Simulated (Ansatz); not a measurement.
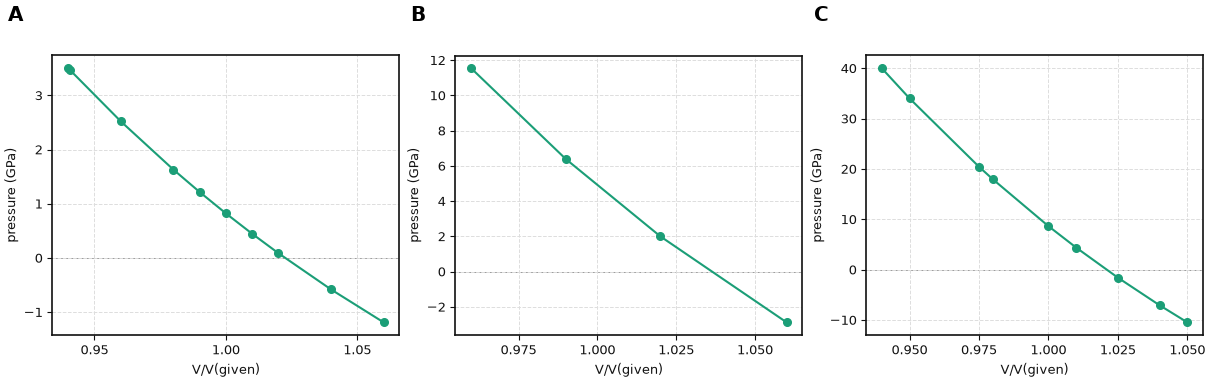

Each panel shows the pressure against V/V(given) for one of these solids: Mg, Fm-3m (No. 225), 22.6 Å³/atom; Os, P6_3/mmc (No. 194), 14.0 Å³/atom; ZnO, P6_3mc (No. 186), 11.9 Å³/atom.

How it was computed, with Ansatz 0.2.0: periodic Kohn-Sham DFT of a crystal at fixed atoms, scaled to the stated factor times the given cell; pressure positive in compression, energy less spherical unpolarised free atoms. Level: PBE.

### Match the panels to the solids.

A is Mg (pressure from −1.188 GPa to 3.502 GPa); B is ZnO (pressure from −2.9 GPa to 11.5 GPa); C is Os (pressure from −10.5 GPa to 40.0 GPa).

For Os, limits of the calculation: field gradient without spin-orbit coupling on heavy atoms; no gap: field gradients move with the k mesh; no spin-orbit coupling on heavy atoms; shape and atomic fractions are frozen while scaling, which makes layered, chain and framework solids too stiff.

For ZnO, limits of the calculation: shape and atomic fractions are frozen while scaling, which makes layered, chain and framework solids too stiff.
